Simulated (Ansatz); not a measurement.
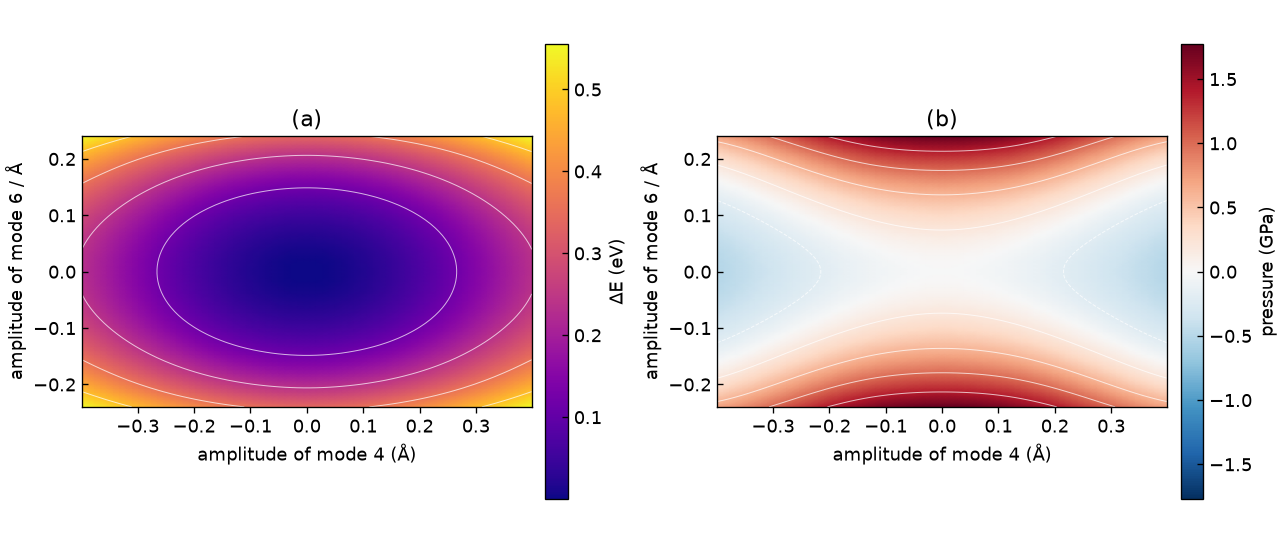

Gd (P6_3/mmc, No. 194; 2 atoms in the cell). The energy is mapped over two normal modes frozen in (zone-centre modes of the 2-atom cell of this scan). Coordinates scanned: (1) amplitude of mode 4 (57 cm⁻¹), largest displacement; (2) amplitude of mode 6 (95 cm⁻¹), largest displacement. Nothing is relaxed (the cell and all other modes fixed). Grid: 7 × 7 points; 16 points were computed and 33 follow by symmetry. Points are written as (first, second). Energies: eV per cell, counted from the lowest grid point. Open f shells are treated without U or spin-orbit coupling. The calculation used Ansatz 0.2.0, DFT PBEsol, scalar-relativistic, plane waves, PAW. Settings: cutoff 420 eV, k-mesh 15×15×8 in the order of the run's cell vectors, gaussian smearing 0.15 eV, spin-polarised.

Panel (a) is the energy and panel (b) the computed pressure on the same grid.

The picture shows a smooth colour map with a few white contour lines. Between grid points the surface is interpolated.

Q: How does the pressure vary over the map, and what is it at the lowest grid point?

A: It runs from −0.51 GPa at (−0.399 Å, 0.00 Å) to 1.77 GPa at (0.000 Å, −0.24 Å). At the lowest grid point, (0.000 Å, 0.00 Å), it is 0.00 GPa.

```csv
"second ↓, first →",−0.399,−0.266,−0.133,0.000,0.133,0.266,0.399
0.24,0.71,1.16,1.62,1.77,1.62,1.16,0.71
0.16,−0.01,0.34,0.69,0.81,0.69,0.34,−0.01
0.08,−0.38,−0.12,0.13,0.23,0.13,−0.12,−0.38
0.00,−0.51,−0.28,−0.09,0.00,−0.09,−0.28,−0.51
−0.08,−0.38,−0.12,0.13,0.23,0.13,−0.12,−0.38
−0.16,−0.01,0.34,0.69,0.81,0.69,0.34,−0.01
−0.24,0.71,1.16,1.62,1.77,1.62,1.16,0.71
```
